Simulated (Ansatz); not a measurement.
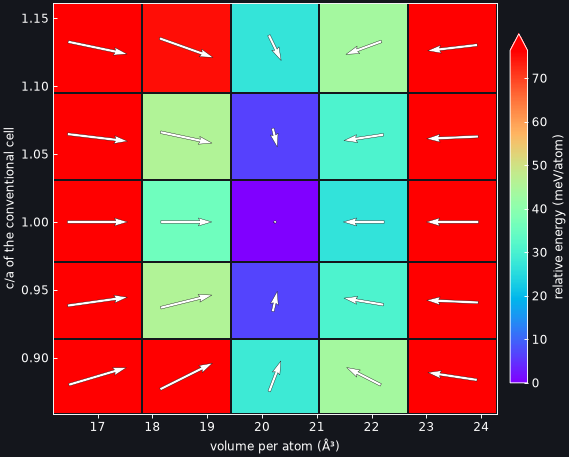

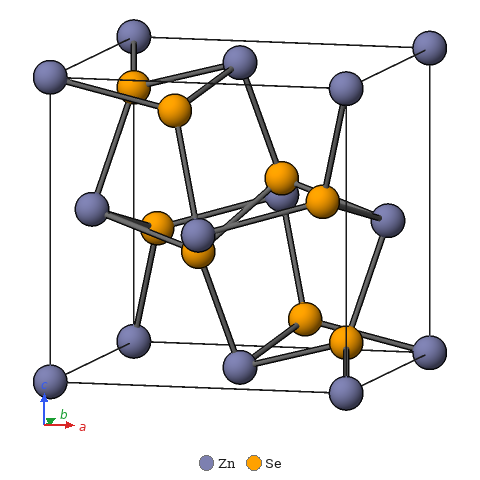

Energy landscape of ZnSe2 (Pa-3, No. 205; 12 atoms in the cell). The energy is mapped over volume and the cell's shape. The first coordinate is: volume per atom; the second: c/a of the conventional cell. Nothing is relaxed (fractional coordinates fixed). Grid: 5 × 5 points. Points are written as (first, second). Energies are in meV/atom, from the lowest grid point. Theory: DFT PBEsol, scalar-relativistic, plane waves, PAW (Ansatz 0.2.0). Settings: cutoff 520 eV, k-mesh 6×6×6, gaussian smearing 0.05 eV, no spin polarisation.

In the figure: one coloured cell a grid point, arrows along the force (downhill), their lengths compressed, one colour for all values above the top of the scale. The second picture is the structure at the lowest point

**Describe this landscape.**

The lowest grid point is at (20.24 Å³, 1.000). No other kind of well shows on this grid. The highest grid point, (17.00 Å³, 0.886), lies 228 meV/atom above the lowest. Round the minimum the two coordinates are nearly uncoupled.

Each point was launched as `ansatz run input.yaml --threads 4 --pin off --max-ram 8192MiB --backend cpu --events-out ev --progress --plain --runs-dir out`. The whole map (25 points run) took 17 min on 4 threads of Arm Neoverse V1 (shared host).

PAW datasets: the set soft_1.
